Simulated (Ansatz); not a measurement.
SiNi

```yaml
crystal:
  lattice:
    - [5.15126, 0.00000, 0.00000]
    - [0.00000, 3.37776, 0.00000]
    - [0.00000, 0.00000, 5.61873]
  atoms:
    - { symbol: Si, position: [0.32135, 0.75000, 0.08417] }
    - { symbol: Si, position: [0.17865, 0.25000, 0.58417] }
    - { symbol: Si, position: [0.82135, 0.75000, 0.41583] }
    - { symbol: Si, position: [0.67865, 0.25000, 0.91583] }
    - { symbol: Ni, position: [0.00831, 0.25000, 0.18845] }
    - { symbol: Ni, position: [0.49169, 0.75000, 0.68845] }
    - { symbol: Ni, position: [0.50831, 0.25000, 0.31155] }
    - { symbol: Ni, position: [0.99169, 0.75000, 0.81155] }
```

Space group Pnma; computed without spin polarisation.

These are results of DFT PBE, scalar-relativistic, plane waves, PAW (Ansatz), not measurements.

### What will maps of the valence pseudo-density and electron localisation function show?

Si–Ni (2.29 Å): the density is about 0.49 e/Å³ at the midpoint; the ELF peaks at about 0.70 in the valence shell of Si, 0.9 Å from its nucleus, and is about 0.50 at the midpoint.
Si–Ni (2.39 Å): ρ is about 0.43 e/Å³ halfway; the ELF peaks at about 0.70 in the valence shell of Si, 0.9 Å from its nucleus, and is about 0.50 at the midpoint.

### Metal or insulator at this level of theory?

It is gapless in this calculation (a metal or semimetal).

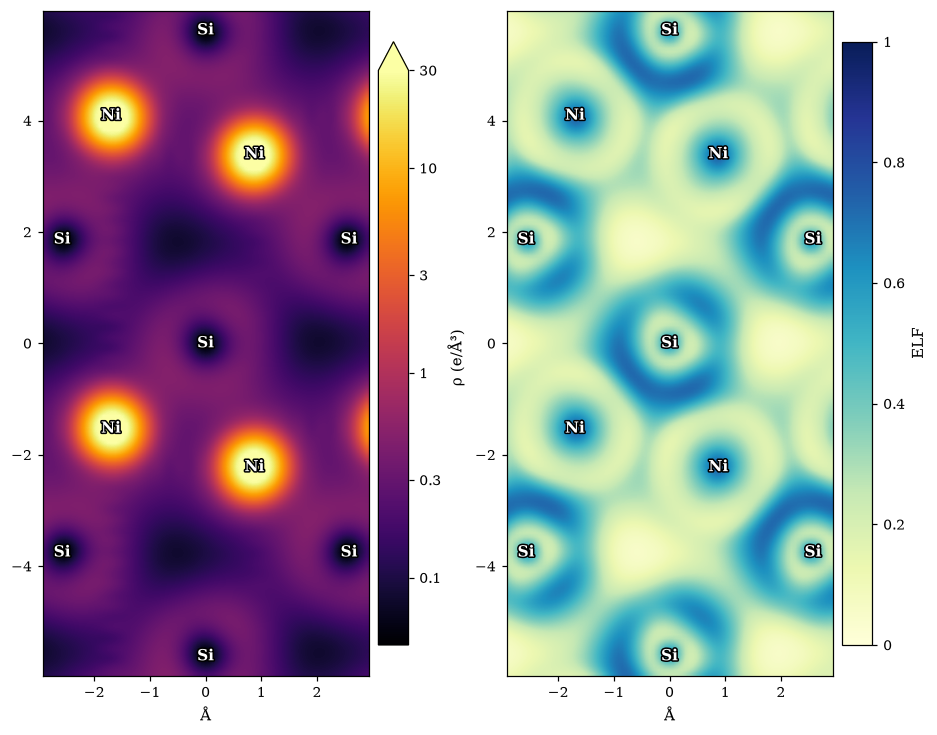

Computed valence pseudo-density and electron localisation function on the (010) plane of the conventional cell, in this order. 

In a PAW calculation such maps are meaningful between the atoms, not at the nuclei.
